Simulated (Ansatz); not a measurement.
# Al4O: what the fields show

Input file:

```
crystal:
  lattice:
    - [3.7757087781, 0.0, 0.0]
    - [0.0, 3.7757087781, 0.0]
    - [0.0, 0.0, 5.9793949472]
  atoms:
    - { symbol: Al, position: [0.5, 0.0, 0.268367087] }
    - { symbol: Al, position: [0.0, 0.5, 0.731632913] }
    - { symbol: Al, position: [0.5, 0.0, 0.731632913] }
    - { symbol: Al, position: [0.0, 0.5, 0.268367087] }
    - { symbol: O, position: [0.0, 0.0, 0.0] }
basis:
  ecutwfc: 420
kpoints:
  mp_grid: { grid: [10, 10, 6] }
hamiltonian:
  xc: pbe
scf:
  occupations: { method: gaussian, width: 0.1 }
output:
  forces: true
  stress: true
  eigenvalues: true
  write_density: true
  write_potential: true
  elf: true
  volumetric_format: npy
relax:
  adjacent_minimum: "off"
  f_tol: 0.01
  max_steps: 80
  cell: { stress_tol: 0.05 }
```

Command:

```sh
ansatz run input.yaml --threads 1 --pin off --max-ram 2048MiB --backend cpu --events-out ev --progress --plain --runs-dir out
```

Below, planes, directions and counts refer to the conventional cell (a = 3.79 Å, b = 3.79 Å, c = 5.93 Å, α = 90.00°, β = 90.00°, γ = 90.00°).

The fields are those of the relaxed geometry.

Space group P4/mmm; a structure generated by program, which may or may not match a known phase.

Level of theory: Ansatz, DFT PBE, scalar-relativistic, plane waves, PAW.

Core electrons are frozen (PAW), and the valence fields are smoothed inside the atomic spheres.

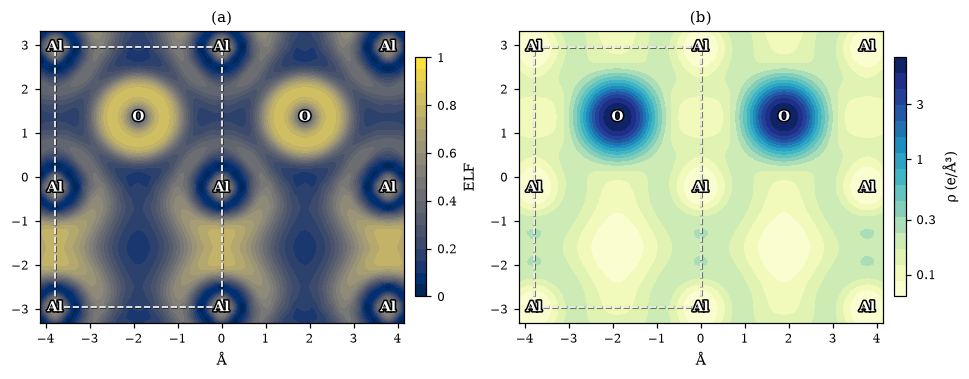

Figure 1. (a) ELF; (b) valence electron density on the (010) plane of the conventional cell.

> What do the fields say about this system?

The section cuts through Al and O sites. Al–O (2.48 Å): ρ is about 0.21 e/Å³ halfway; the ELF is about 0.30 at the midpoint. Between the atoms the lowest density in this plane is 0.06 e/Å³.

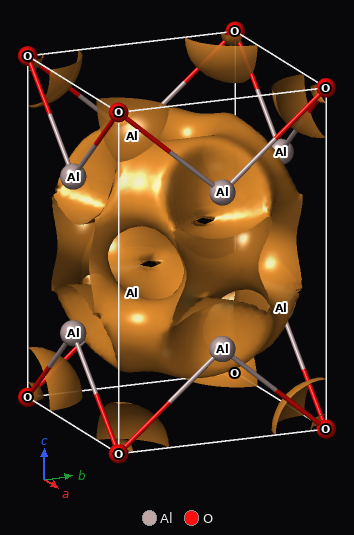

Figure 2. Isosurface of the electron localisation function at 0.6 (orange), seen slightly off an axis. Only the valence region is drawn (cores and ρ < 0.01 e/Å³ removed). Sticks mark near contacts.

> What do the ELF domains correspond to?

At this value the surface marks out one region wrapped around O (its valence shell) and sheets that run through the cell in two directions, counted in one cell of 5 atoms. Any copies at cell faces, edges or corners count once.

> Does the calculation make it a metal, or give it a gap?

It is gapless in this calculation (a metal or semimetal).
